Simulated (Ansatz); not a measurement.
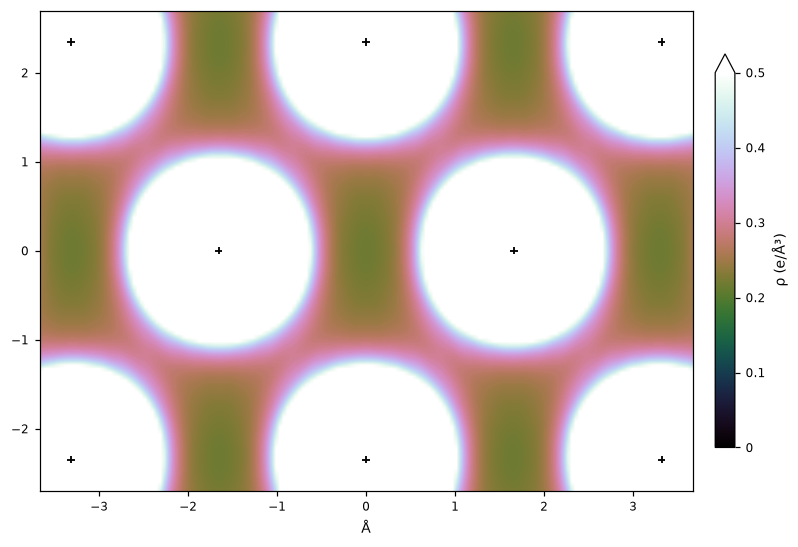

The valence electron density on a plane through atoms (crosses mark nuclei in the plane).

Computed with Ansatz, DFT PBE, scalar-relativistic, plane waves, PAW.

Candidates:
A. Si16C15 (cell charge +3, with a compensating background) (cell with a defect), a = 7.59 Å, b = 7.59 Å, c = 7.59 Å, α = 109.47°, β = 109.47°, γ = 109.47°. Spin-polarised.
B. Ta16N (cell with a defect), a = 6.64 Å, b = 6.64 Å, c = 6.64 Å, α = 90.00°, β = 90.00°, γ = 90.00°. Computed without spin polarisation.
C. Ta, a = 3.32 Å, b = 3.32 Å, c = 3.32 Å, α = 90.00°, β = 90.00°, γ = 90.00°. Space group Im-3m; a structure from a database of computed crystals, not necessarily the ambient phase; computed without spin polarisation.

Which candidate gave the map?

Candidate C: Ta on the (011) plane of the conventional cell, which holds Ta. Ta–Ta (2.87 Å): the density is about 0.3 e/Å³ at the midpoint.
